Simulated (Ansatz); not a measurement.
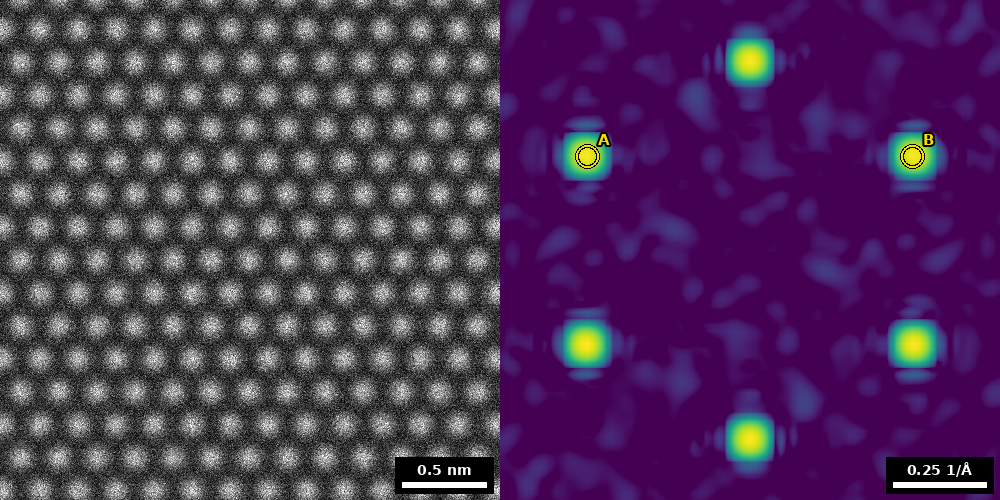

Integrated-DPC-like image of Ni (Im-3m, No. 229) along [111]. Simulated as the projected potential of neutral atoms (B = 0.8 Å²) blurred by a 1.09 Å probe, the thin-sample limit of integrated differential phase contrast. Shot noise was added. Atomic positions: the geometry relaxed with DFT, PBE, plane waves (420 eV) with PAW, scalar-relativistic in Ansatz; the starting structure was generated, so it need not be a known form of this composition.

The right panel is the modulus of the image's Fourier transform on a logarithmic scale.

a = 2.796 Å, b = 2.796 Å, c = 2.796 Å, α = 90.00°, β = 90.00°, γ = 90.00°

Question: Index the marked spots and give their plane spacings (the zone axis points at the viewer; indices equivalent by symmetry, or all signs reversed, are as good).

Answer: A: (0 1 -1), d = 1.98 Å; B: (1 -1 0), d = 1.98 Å. A and B enclose 120°, and every spot obeys the zone law hu + kv + lw = 0 for [111].
